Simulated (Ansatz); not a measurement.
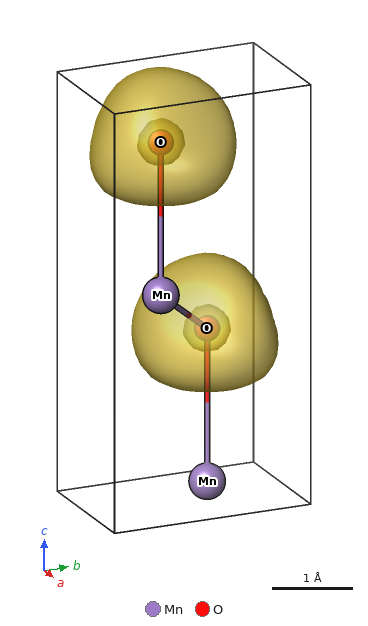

*MnO. Isosurface of the electron localisation function at 0.6 (yellow), seen slightly off an axis. Only the valence region is drawn (cores and ρ < 0.01 e/Å³ removed). Sticks mark near contacts.*

Space group P6₃mc; not relaxed (largest force 0.7 eV/Å); computed pressure about 12 GPa in this cell; the SCF solution may not be the lowest one; the program warned that another magnetic order may lie lower; spin-polarised.

The calculation used Ansatz 0.2.0, Kohn-Sham DFT of a periodic cell, PBE, Ansatz PAW.

In a PAW calculation such maps are meaningful between the atoms, not at the nuclei.

```
CELL_PARAMETERS angstrom
3.32613 0.00000 0.00000
-1.66307 2.88051 0.00000
0.00000 0.00000 5.31271
ATOMIC_POSITIONS crystal
Mn 0.66667 0.33333 0.51096
Mn 0.33333 0.66667 0.01096
O 0.66667 0.33333 0.87547
O 0.33333 0.66667 0.37547
```

Where are the electrons localised?

At this value the surface marks out two regions wrapped around O (the valence shell of each), counted in one cell of 4 atoms. Any copies at cell faces, edges or corners count once. Along the contacts the grid gives the following. Mn–O (1.94 Å): the ELF peaks at about 0.85 in the valence shell of O, 0.6 Å from its nucleus, and is about 0.20 at the midpoint: no localised pair shows between them. Mn–O (2.05 Å): the ELF peaks at about 0.85 in the valence shell of O, 0.6 Å from its nucleus, and is about 0.15 at the midpoint (no localised pair shows between them).

How are the moments arranged in this solution?

Parallel moments (a ferromagnetic arrangement) in this solution; site moments Mn: +3.8 μB (×2) in one cell of 4 atoms, with smaller moments on O (up to +0.24 μB).
